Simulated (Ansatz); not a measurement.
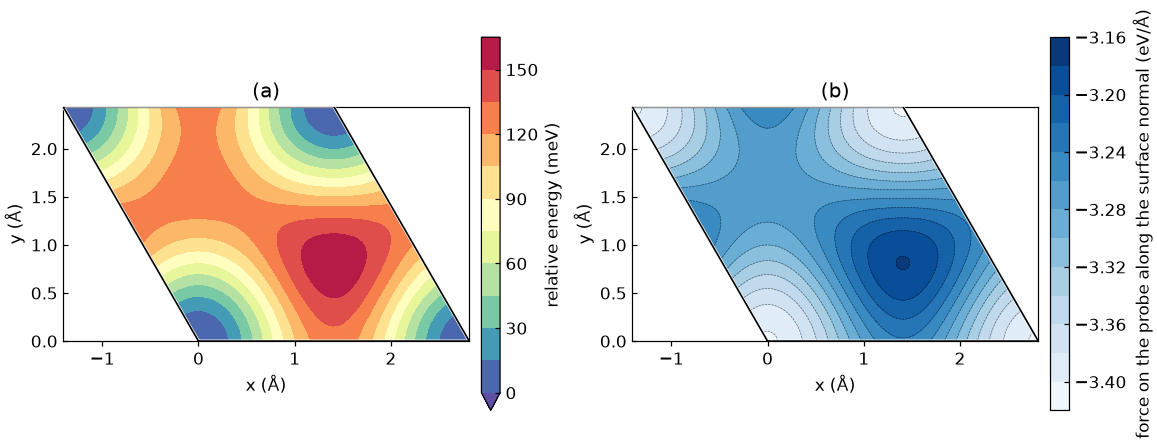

O on an Al(001) slab cut from the P6_3/mmc phase, its upper half relaxed before the scan (32 atoms of substrate and one adsorbate in a 2 × 2 cell). O is moved over the surface cell at a fixed height above a rigid substrate; the origin of the map has the adsorbate above Al29; the height is held at 2.50 Å. Places are given modulo a cell vector. The map is drawn in real space over the plane of the surface. Grid: 6 × 6 points; 10 points were computed and 26 follow by symmetry. Places are given in fractions of the 1 × 1 surface cell. Energies are in meV, from the lowest grid point. The runs have no spin polarisation, so an open-shell adsorbate far from the surface lies too high. At a fixed height the lowest place need not be the adsorption site. Computed with DFT PBE+D3(BJ), scalar-relativistic, plane waves, PAW in Ansatz. Settings: cutoff 420 eV, k-mesh 6×6×1, gaussian smearing 0.1 eV, no spin polarisation.

Panel (a) is the energy; panel (b) is the computed force on the probe along the surface normal, in eV/Å.

Drawn: filled contours, the outline of one cell of the plane. Between grid points the surface is interpolated.

> How does the force on the probe along the surface normal vary over the map, and what is it at the lowest grid point?

It runs from −3.40 eV/Å at the top site over a surface Al atom, (0/6, 0/6) of the cell vectors to −3.18 eV/Å at a threefold hollow over a second-layer Al atom, (4/6, 2/6) of the cell vectors. At the lowest grid point, the top site over a surface Al atom, (0/6, 0/6) of the cell vectors, it is −3.40 eV/Å.

PAW datasets: the set soft_1.
